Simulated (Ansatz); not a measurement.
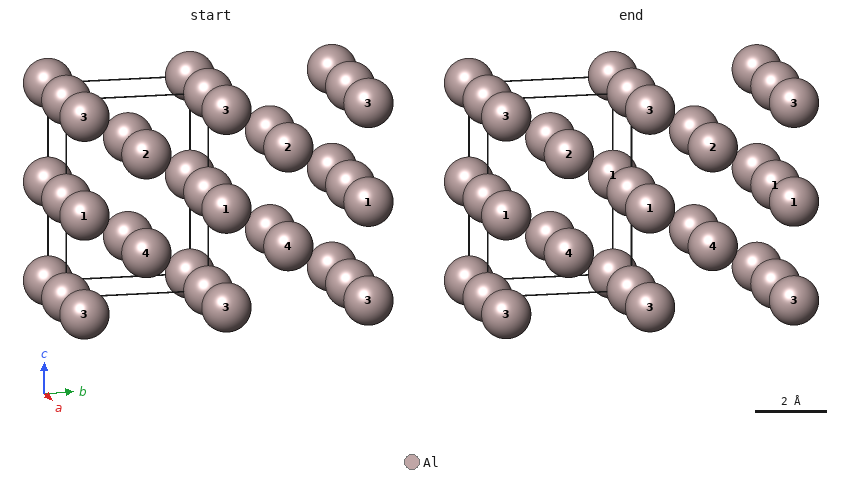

The structure of a crystal of Al (set up in C2/m) before (left) and after (right) a relaxation, at one scale.

The picture is a spheres-only view of the reduced cell, repeated 2 × 2 × 1 with one cell outlined, seen slightly off an axis. Lengths and directions refer to the drawn axes.

Case: film's bulk on the substrate's plane, third vector and atoms relaxed.

Level of theory: DFT PBE, scalar-relativistic, plane waves, PAW (Ansatz).

Input
```yaml
crystal:
  lattice:
    - [5.2931304608, 0.0, 0.0]
    - [0.0, 5.6802178802, 0.0]
    - [-1.7643768203, 0.0, 2.2486162376]
  atoms:
    - { symbol: Al, position: [0.0, 0.5, 0.0] }
    - { symbol: Al, position: [0.5, 0.75, 0.0] }
    - { symbol: Al, position: [0.0, 0.0, 0.0] }
    - { symbol: Al, position: [0.5, 0.25, 0.0] }
basis:
  ecutwfc: 420
kpoints:
  mp_grid: { grid: [7, 6, 15] }
hamiltonian:
  xc: pbe
scf:
  occupations: { method: gaussian, width: 0.1 }
output:
  forces: true
  stress: true
  eigenvalues: true
relax:
  adjacent_minimum: "off"
  f_tol: 0.01
  max_steps: 50
  cell: { fix: [a, b, gamma], stress_tol: 0.1 }
```

Command:
```bash
ansatz run input.yaml --threads 4 --pin off --max-ram 10240MiB --backend cpu --events-out ev --progress --plain --runs-dir out
```

What changed between the two?

Answer. After 1 accepted move (2 points after the start) the energy has fallen by 8.2 meV per cell of the calculation. All forces vanish by symmetry, so only the cell relaxes. The pressure goes from −1.06 to −1.52 GPa. The SCF was repeated once at an unchanged geometry on a basis and grid sized afresh for the cell, which shifted the energy by 0.2 meV per cell of the calculation at most. The atoms keep their places relative to the cell (all moves are under 0.005 Å). The drawn cell changes as follows: a 2.858 → 2.835 Å (−0.8 %), b 4.184 → 4.233 Å (+1.2 %), c unchanged at 5.680 Å, γ 95.6° → 94.9°; the volume changes by +0.5 %. Near-neighbour distances that change, for instance: Al1–Al2 2.802 → 2.827 Å, Al1–Al1 2.858 → 2.835 Å. The space group stays C2/m (No. 12).
